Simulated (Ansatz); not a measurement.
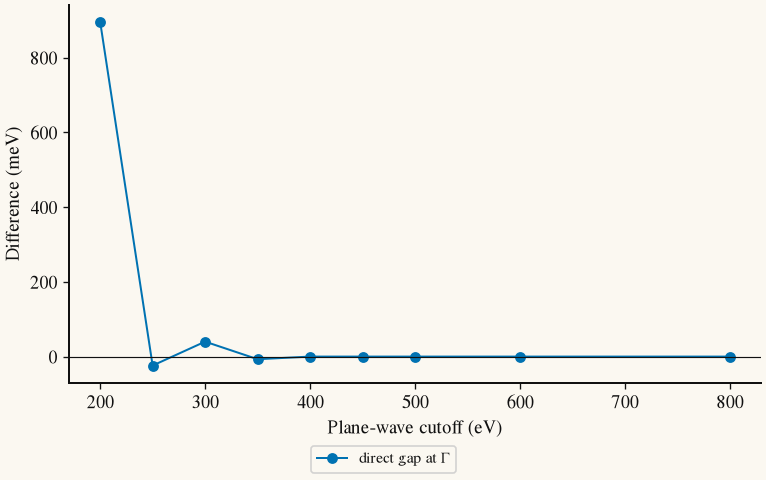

Gaps of CsCl-type KF, space group Pm-3m, 2 atoms in the cell (cubic a = 3.259 Å) as the plane-wave cutoff is raised, all else fixed. The plot shows differences from the last run. Method: r2SCAN, Ansatz PAW, no spin polarisation, no spin-orbit coupling, 7×7×7 k mesh, cold smearing of 0.1 eV (Ansatz).

Q: How well are these gaps converged with the plane-wave cutoff?

A: The direct gap at Γ starts +896 meV from the last run and stays within 10 meV of it from 350 eV on. The approach isn't monotonic.

| plane-wave cutoff | direct gap at Γ (eV) |
| --- | --- |
| 200 eV | 8.093 |
| 250 eV | 7.173 |
| 300 eV | 7.237 |
| 350 eV | 7.190 |
| 400 eV | 7.197 |
| 450 eV | 7.197 |
| 500 eV | 7.197 |
| 600 eV | 7.197 |
| 800 eV | 7.197 |

The PAW data sets were made with another functional. LDA, GGA and most meta-GGA functionals understate gaps. The usual form of KF is rocksalt.
